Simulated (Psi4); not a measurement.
**Energy and gradient calculation of CHF₃ (charge −1)**

- system: CHF₃, charge −1, multiplicity 2
- method: B3LYP/def2-SVPD, UKS (Psi4 1.11)

The geometry is that of the parent species in another charge or spin state. The geometry comes from this level: PBE0-D4/def2-TZVP.

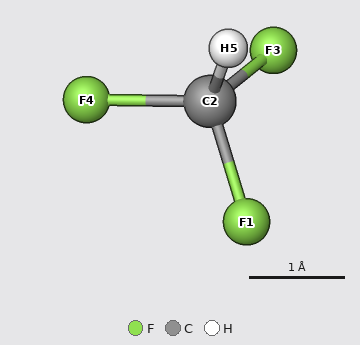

Fig. 1: The structure as given in the input (ball-and-stick view, seen at a tilt; atoms are numbered from 1 in the order of the input). Bond lengths as drawn: C–F 1.33 Å and C–H 1.09 Å.

### Summary

```csv
quantity,value
outcome,converged
total energy,−337.937345 hartree
basis functions,97
largest force,0.865 eV/Å
⟨S²⟩,0.750
hardware,"1 thread of Intel Xeon @ 2.90GHz (Ice Lake), 64 GiB of memory available, shared host"
wall time,26 s
peak memory,1.1 GiB
```

Further notes kept with the run: unbound anion.

### Input (calc.py)
```python
import psi4

psi4.set_memory('2200 MB')
psi4.set_num_threads(1)
psi4.core.set_output_file('output.dat', False)

with open('chf3.xyz') as f:
    atoms = ''.join(f.readlines()[2:])
molecule = psi4.geometry('-1 2\n' + atoms + 'symmetry c1\nno_reorient\nno_com')

psi4.set_options({
    'basis': 'def2-SVPD',
    'reference': 'uks',
    'puream': True,
    'e_convergence': 1e-09,
    'd_convergence': 1e-08,
    'scf_type': 'pk',
    'dft_radial_points': 99,
    'dft_spherical_points': 590,
    'maxiter': 100,
})

e_tot, wfn = psi4.gradient('b3lyp', molecule=molecule, return_wfn=True)
psi4.oeprop(wfn, 'DIPOLE', 'MAYER_INDICES', 'LOWDIN_CHARGES', title='B3LYP')
print('gradient / Eh bohr^-1')
print(e_tot.np.round(6))
print(f'energy = {wfn.energy():.10f} Eh')
```

### File chf3.xyz
```
5
CHF3
F     -0.668650    -0.329700     1.079190
C      0.019500     0.056360     0.006820
F      1.047350    -0.773770    -0.157470
F     -0.772570    -0.035090    -1.059420
H      0.374370     1.082210     0.130870
```

Run as:
```bash
python calc.py
```

### Log
```
gradient() will perform analytic gradient computation.

   => Loading Basis Set <=

    Name: DEF2-SVPD
    Role: ORBITAL
    Keyword: BASIS

         ---------------------------------------------------------
                                   SCF
                              UKS Reference
                        1 Threads,   2098 MiB Core
         ---------------------------------------------------------

  ==> Geometry <==

    Molecular point group: c1
    Full point group: C1

    Geometry (in Angstrom), charge = -1, multiplicity = 2:

       Center              X                  Y                   Z               Mass
    ------------   -----------------  -----------------  -----------------  -----------------
         F           -0.668650000000    -0.329700000000     1.079190000000    18.998403162730
         C            0.019500000000     0.056360000000     0.006820000000    12.000000000000
         F            1.047350000000    -0.773770000000    -0.157470000000    18.998403162730
         F           -0.772570000000    -0.035090000000    -1.059420000000    18.998403162730
         H            0.374370000000     1.082210000000     0.130870000000     1.007825032230

  Running in c1 symmetry.

  Rotational constants: A =      0.30613  B =      0.30613  C =      0.18995 [cm^-1]
  Rotational constants: A =   9177.62711  B =   9177.45929  C =   5694.66968 [MHz]
  Nuclear repulsion =  133.952934315841162

  Charge       = -1
  Multiplicity = 2
  Electrons    = 35
  Nalpha       = 18
  Nbeta        = 17

  ==> Algorithm <==

  SCF Algorithm Type is PK.
  DIIS enabled.
  MOM disabled.
  Fractional occupation disabled.
  Guess Type is SAD.
  Energy threshold   = 1.00e-09
  Density threshold  = 1.00e-08
  Integral threshold = 1.00e-12

  ==> Primary Basis <==

  Basis Set: DEF2-SVPD
    Blend: DEF2-SVPD
    Number of shells: 39
    Number of basis functions: 97
    Number of Cartesian functions: 105
    Spherical Harmonics?: true
    Max angular momentum: 2

  ==> DFT Potential <==

   => LibXC <=

    Version 7.1.2

   => Composite Functional: B3LYP <=

    B3LYP Hyb-GGA Exchange-Correlation Functional

    Deriv               =              1
    GGA                 =           TRUE
    Meta                =          FALSE

    Exchange Hybrid     =           TRUE
    MP2 Hybrid          =          FALSE

   => Exchange Functionals <=

    0.0800   Slater exchange
    0.7200         Becke 88

   => Exact (HF) Exchange <=

    0.2000               HF

   => Correlation Functionals <=

    0.1900   Vosko, Wilk & Nusair (VWN5_RPA)
    0.8100   Lee, Yang & Parr

   => LibXC Density Thresholds  <==

    XC_HYB_GGA_XC_B3LYP:  1.00E-15

   => Molecular Quadrature <=

    Radial Scheme          =       TREUTLER
    Pruning Scheme         =           NONE
    Nuclear Scheme         =       TREUTLER

    Blocking Scheme        =         OCTREE
    BS radius alpha        =              1
    Pruning alpha          =              1
    Radial Points          =             99
    Spherical Points       =            590
    Total Points           =         283099
    Total Blocks           =           2119
    Max Points             =            256
    Max Functions          =             96
    Weights Tolerance      =       1.00E-15

  ==> Integral Setup <==

  Using in-core PK algorithm.
   Calculation information:
      Number of atoms:                   5
      Number of AO shells:              39
      Number of primitives:             65
      Number of atomic orbitals:       105
      Number of basis functions:        97

      Integral cutoff                 1.00e-12
      Number of threads:                 1

  Performing in-core PK
  Using 22595762 doubles for integral storage.
  We computed 301856 shell quartets total.
  Whereas there are 304590 unique shell quartets.

  ==> DiskJK: Disk-Based J/K Matrices <==

    J tasked:                  Yes
    K tasked:                  Yes
    wK tasked:                  No
    Memory [MiB]:              817
    Schwarz Cutoff:          1E-12

  Cached 100.0% of DFT collocation blocks in 0.738 [GiB].

  Minimum eigenvalue in the overlap matrix is 7.3006243657E-04.
  Reciprocal condition number of the overlap matrix is 9.3108755857E-05.
    Using symmetric orthogonalization.

  ==> Pre-Iterations <==

  SCF Guess: Superposition of Atomic Densities via on-the-fly atomic UHF (no occupation information).

   -------------------------
    Irrep   Nso     Nmo
   -------------------------
     A         97      97
   -------------------------
    Total      97      97
   -------------------------

  ==> Iterations <==

                        Total Energy        Delta E     RMS |[F,P]|

   @UKS iter SAD:  -337.83278064636607   -3.37833e+02   0.00000e+00
   @UKS iter   1:  -337.84512075248659   -1.23401e-02   4.90706e-03 ADIIS/DIIS
   @UKS iter   2:  -337.82260192656622    2.25188e-02   6.31782e-03 ADIIS/DIIS
   @UKS iter   3:  -337.93526690108803   -1.12665e-01   6.72693e-04 ADIIS/DIIS
   @UKS iter   4:  -337.93718173819792   -1.91484e-03   1.53593e-04 ADIIS/DIIS
   @UKS iter   5:  -337.93731423812415   -1.32500e-04   6.82119e-05 DIIS
   @UKS iter   6:  -337.93734219203930   -2.79539e-05   1.80877e-05 DIIS
   @UKS iter   7:  -337.93734429124004   -2.09920e-06   4.52590e-06 DIIS
   @UKS iter   8:  -337.93734456714429   -2.75904e-07   9.16621e-07 DIIS
   @UKS iter   9:  -337.93734457844789   -1.13036e-08   2.22732e-07 DIIS
   @UKS iter  10:  -337.93734457887746   -4.29566e-10   1.23191e-07 DIIS
   @UKS iter  11:  -337.93734457892884   -5.13865e-11   1.60269e-08 DIIS
   @UKS iter  12:  -337.93734457893299   -4.14957e-12   2.48956e-09 DIIS
  Energy and wave function converged.

  ==> Post-Iterations <==

   Electrons on quadrature grid:
      Nalpha   =   18.0000003189 ; deviation = 3.189e-07
      Nbeta    =   17.0000001839 ; deviation = 1.839e-07
      Ntotal   =   35.0000005028 ; deviation = 5.028e-07

   @Spin Contamination Metric:   1.586682438E-04
   @S^2 Expected:                7.500000000E-01
   @S^2 Observed:                7.501586682E-01
   @S   Expected:                5.000000000E-01
   @S   Observed:                5.000000000E-01

    Orbital Energies [Eh]
    ---------------------

    Alpha Occupied:

       1A    -24.564654     2A    -24.564640     3A    -24.564637
       4A    -10.252552     5A     -1.141184     6A     -1.049626
       7A     -1.049623     8A     -0.543254     9A     -0.440492
      10A     -0.433486    11A     -0.433485    12A     -0.312169
      13A     -0.312167    14A     -0.275138    15A     -0.275137
      16A     -0.252887    17A     -0.226378    18A      0.121220

    Alpha Virtual:

      19A      0.192038    20A      0.198756    21A      0.198757
      22A      0.271786    23A      0.271787    24A      0.281781
      25A      0.283706    26A      0.283707    27A      0.333291
      28A      0.333292    29A      0.360596    30A      0.379862
      31A      0.387689    32A      0.451728    33A      0.451731
      34A      0.463074    35A      0.521451    36A      0.530636
      37A      0.530638    38A      0.537688    39A      0.558517
      40A      0.558521    41A      0.662374    42A      0.662378
      43A      0.753454    44A      0.777253    45A      0.777254
      46A      0.790377    47A      0.838244    48A      0.838244
      49A      0.845020    50A      0.893753    51A      0.893754
      52A      0.899099    53A      0.939704    54A      0.939710
      55A      0.988368    56A      1.022104    57A      1.022110
      58A      1.122846    59A      1.154485    60A      1.154486
      61A      1.193238    62A      1.274520    63A      1.664294
      64A      1.664301    65A      1.802952    66A      1.802959
      67A      1.869923    68A      1.869929    69A      1.892177
      70A      1.904384    71A      2.138768    72A      2.156478
      73A      2.212962    74A      2.212966    75A      2.280086
      76A      2.280095    77A      2.346448    78A      2.346450
      79A      2.434141    80A      2.465855    81A      2.465870
      82A      3.037991    83A      3.400460    84A      3.468581
      85A      3.476269    86A      3.476272    87A      3.489273
      88A      3.489275    89A      3.530463    90A      3.540858
      91A      3.540860    92A      3.665991    93A      3.857737
      94A      3.857751    95A      3.942617    96A      4.122262
      97A      4.122272

    Beta Occupied:

       1A    -24.564255     2A    -24.564241     3A    -24.564238
       4A    -10.250507     5A     -1.140255     6A     -1.049047
       7A     -1.049044     8A     -0.540527     9A     -0.436431
      10A     -0.432452    11A     -0.432452    12A     -0.311571
      13A     -0.311570    14A     -0.274584    15A     -0.274583
      16A     -0.252480    17A     -0.223365

    Beta Virtual:

      18A      0.165818    19A      0.209557    20A      0.209557
      21A      0.210888    22A      0.278814    23A      0.278815
      24A      0.293019    25A      0.293922    26A      0.293923
      27A      0.336817    28A      0.336818    29A      0.371559
      30A      0.384280    31A      0.394644    32A      0.461752
      33A      0.461754    34A      0.474967    35A      0.525127
      36A      0.535982    37A      0.535985    38A      0.547028
      39A      0.561356    40A      0.561360    41A      0.665733
      42A      0.665736    43A      0.754043    44A      0.781317
      45A      0.781318    46A      0.792958    47A      0.838871
      48A      0.838871    49A      0.849882    50A      0.894696
      51A      0.894697    52A      0.897738    53A      0.941516
      54A      0.941523    55A      0.990833    56A      1.027490
      57A      1.027495    58A      1.129903    59A      1.155409
      60A      1.155410    61A      1.196012    62A      1.276775
      63A      1.664870    64A      1.664877    65A      1.803770
      66A      1.803777    67A      1.870525    68A      1.870530
      69A      1.891976    70A      1.904383    71A      2.138945
      72A      2.160662    73A      2.212433    74A      2.212436
      75A      2.281078    76A      2.281088    77A      2.347881
      78A      2.347883    79A      2.434814    80A      2.466836
      81A      2.466852    82A      3.043766    83A      3.400587
      84A      3.468711    85A      3.476450    86A      3.476453
      87A      3.489530    88A      3.489531    89A      3.530982
      90A      3.541513    91A      3.541515    92A      3.667210
      93A      3.858556    94A      3.858570    95A      3.943547
      96A      4.123230    97A      4.123240

    Final Occupation by Irrep:
              A
    DOCC [    17 ]
    SOCC [     1 ]
    NA   [    18 ]
    NB   [    17 ]

  @UKS Final Energy:  -337.93734457893299

   => Energetics <=

    Nuclear Repulsion Energy =            133.9529343158411621
    One-Electron Energy =                -740.9358691164571837
    Two-Electron Energy =                 299.1661047557714141
    DFT Exchange-Correlation Energy =     -30.1205145340883753
    Empirical Dispersion Energy =           0.0000000000000000
    VV10 Nonlocal Energy =                  0.0000000000000000
    Total Energy =                       -337.9373445789329935

  UHF NO Occupations:
  HONO-2 :   16  A 1.9999945
  HONO-1 :   17  A 1.9999429
  HONO-0 :   18  A 1.0000000
  LUNO+0 :   19  A 0.0000571
  LUNO+1 :   20  A 0.0000055
  LUNO+2 :   21  A 0.0000055
  LUNO+3 :   22  A 0.0000047

Computation Completed

Properties will be evaluated at   0.000000,   0.000000,   0.000000 [a0]

Properties computed using the SCF density matrix

 Multipole Moments:

 ------------------------------------------------------------------------------------
     Multipole            Electronic (a.u.)      Nuclear  (a.u.)        Total (a.u.)
 ------------------------------------------------------------------------------------

 L = 1.  Multiply by 2.5417464519 to convert [e a0] to [Debye]
 Dipole X            :          5.6015994           -5.7702031           -0.1686037
 Dipole Y            :         16.1926249          -16.6799889           -0.4873640
 Dipole Z            :          1.9583488           -2.0173015           -0.0589528
 Magnitude           :                                                    0.5190630

 ------------------------------------------------------------------------------------

	total time  =         19 seconds =       0.32 minutes

         ------------------------------------------------------------
                                   SCF GRAD
         ------------------------------------------------------------

  ==> Geometry <==

    Molecular point group: c1
    Full point group: C1

    Geometry (in Angstrom), charge = -1, multiplicity = 2:

       Center              X                  Y                   Z               Mass
    ------------   -----------------  -----------------  -----------------  -----------------
         F           -0.668650000000    -0.329700000000     1.079190000000    18.998403162730
         C            0.019500000000     0.056360000000     0.006820000000    12.000000000000
         F            1.047350000000    -0.773770000000    -0.157470000000    18.998403162730
         F           -0.772570000000    -0.035090000000    -1.059420000000    18.998403162730
         H            0.374370000000     1.082210000000     0.130870000000     1.007825032230

  Nuclear repulsion =  133.952934315841162

  ==> Basis Set <==

  Basis Set: DEF2-SVPD
    Blend: DEF2-SVPD
    Number of shells: 39
    Number of basis functions: 97
    Number of Cartesian functions: 105
    Spherical Harmonics?: true
    Max angular momentum: 2

  ==> DirectJKGrad: Integral-Direct SCF Gradients <==

    Gradient:                    1
    J tasked:                  Yes
    K tasked:                  Yes
    wK tasked:                  No
    Integrals threads:           1
    Schwarz Cutoff:          1E-12

  ==> DFT Potential <==

   => LibXC <=

    Version 7.1.2

   => Composite Functional: B3LYP <=

    B3LYP Hyb-GGA Exchange-Correlation Functional

    Deriv               =              1
    GGA                 =           TRUE
    Meta                =          FALSE

    Exchange Hybrid     =           TRUE
    MP2 Hybrid          =          FALSE

   => Exchange Functionals <=

    0.0800   Slater exchange
    0.7200         Becke 88

   => Exact (HF) Exchange <=

    0.2000               HF

   => Correlation Functionals <=

    0.1900   Vosko, Wilk & Nusair (VWN5_RPA)
    0.8100   Lee, Yang & Parr

   => LibXC Density Thresholds  <==

    XC_HYB_GGA_XC_B3LYP:  1.00E-15

   => Molecular Quadrature <=

    Radial Scheme          =       TREUTLER
    Pruning Scheme         =           NONE
    Nuclear Scheme         =       TREUTLER

    Blocking Scheme        =         OCTREE
    BS radius alpha        =              1
    Pruning alpha          =              1
    Radial Points          =             99
    Spherical Points       =            590
    Total Points           =         283099
    Total Blocks           =           2119
    Max Points             =            256
    Max Functions          =             96
    Weights Tolerance      =       1.00E-15

  -Total Gradient:
     Atom            X                  Y                   Z
    ------   -----------------  -----------------  -----------------
       1        0.008469484802     0.003658515192    -0.014062599686
       2       -0.003357471274    -0.009711907007    -0.001168031083
       3       -0.013776874466     0.009415985382     0.001973576343
       4        0.009802759693    -0.000147276273     0.013669704365
       5       -0.001121854514    -0.003237264980    -0.000393858958

	total time  =          6 seconds =       0.10 minutes

Properties will be evaluated at   0.000000,   0.000000,   0.000000 [a0]

Properties computed using the B3LYP density matrix

 Multipole Moments:

 ------------------------------------------------------------------------------------
     Multipole            Electronic (a.u.)      Nuclear  (a.u.)        Total (a.u.)
 ------------------------------------------------------------------------------------

 L = 1.  Multiply by 2.5417464519 to convert [e a0] to [Debye]
 Dipole X            :          5.6015994           -5.7702031           -0.1686037
 Dipole Y            :         16.1926249          -16.6799889           -0.4873640
 Dipole Z            :          1.9583488           -2.0173015           -0.0589528
 Magnitude           :                                                    0.5190630

 ------------------------------------------------------------------------------------
  Lowdin Charges: (a.u.)
   Center  Symbol    Alpha    Beta     Spin     Total
       1     F     4.64398  4.54797  0.09600 -0.19195
       2     C     3.44093  2.90100  0.53993 -0.34192
       3     F     4.64398  4.54798  0.09600 -0.19195
       4     F     4.64398  4.54798  0.09600 -0.19196
       5     H     0.62714  0.45507  0.17207 -0.08221

  Total alpha = 18.00000, Total beta = 17.00000, Total charge = -1.00000

  Mayer Bond Indices:

  Total Bond Index:
  Irrep: 1 Size: 5 x 5

                 1                   2                   3                   4                   5

    1     0.00000000000000    -3.89544611768876     0.82652119553649     0.82649536171576     0.89836529597235
    2    -3.89544611768876     0.00000000000000    -3.89540754011856    -3.89525237461115    -3.62929139764245
    3     0.82652119553649    -3.89540754011856     0.00000000000000     0.82648767479613     0.89835640966166
    4     0.82649536171576    -3.89525237461115     0.82648767479613     0.00000000000000     0.89832525852017
    5     0.89836529597235    -3.62929139764245     0.89835640966166     0.89832525852017     0.00000000000000

  Alpha Contribution:
  Irrep: 1 Size: 5 x 5

                 1                   2                   3                   4                   5

    1     0.00000000000000    -4.30152842993439     0.83815172142753     0.83812435811021     0.89019641960753
    2    -4.30152842993439     0.00000000000000    -4.30148708355979    -4.30132704947749    -4.12018676776509
    3     0.83815172142753    -4.30148708355979     0.00000000000000     0.83811667601369     0.89018771140461
    4     0.83812435811021    -4.30132704947749     0.83811667601369     0.00000000000000     0.89015568443387
    5     0.89019641960753    -4.12018676776509     0.89018771140461     0.89015568443387     0.00000000000000

  Beta Contribution:
  Irrep: 1 Size: 5 x 5

                 1                   2                   3                   4                   5

    1     0.00000000000000     0.40608231224563    -0.01163052589105    -0.01162899639445     0.00816887636483
    2     0.40608231224563     0.00000000000000     0.40607954344122     0.40607467486634     0.49089537012265
    3    -0.01163052589105     0.40607954344122     0.00000000000000    -0.01162900121757     0.00816869825706
    4    -0.01162899639445     0.40607467486634    -0.01162900121757     0.00000000000000     0.00816957408631
    5     0.00816887636483     0.49089537012265     0.00816869825706     0.00816957408631     0.00000000000000

  Atomic Valences:

 #  #
 Irrep: 1
      1:   -1.344064264464157
      2:  -15.315397430060921
      3:   -1.344042260124286
      4:   -1.343944079579089
      5:   -0.934244433488255
```

### Standard output
```
gradient / Eh bohr^-1
[[ 0.008469  0.003659 -0.014063]
 [-0.003357 -0.009712 -0.001168]
 [-0.013777  0.009416  0.001974]
 [ 0.009803 -0.000147  0.01367 ]
 [-0.001122 -0.003237 -0.000394]]
energy = -337.9373445789 Eh
```

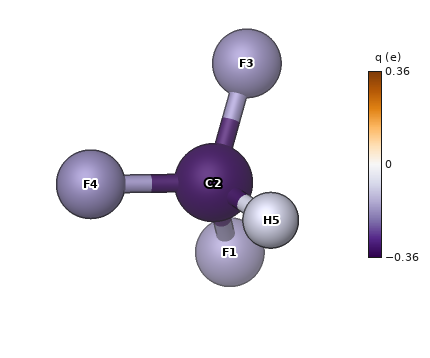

Fig. 2: Löwdin charges, as the colour of each atom (ball-and-stick view, seen at a tilt; atoms are numbered from 1 in the order of the input). By element: F −0.19, C −0.34 and H −0.08 e.
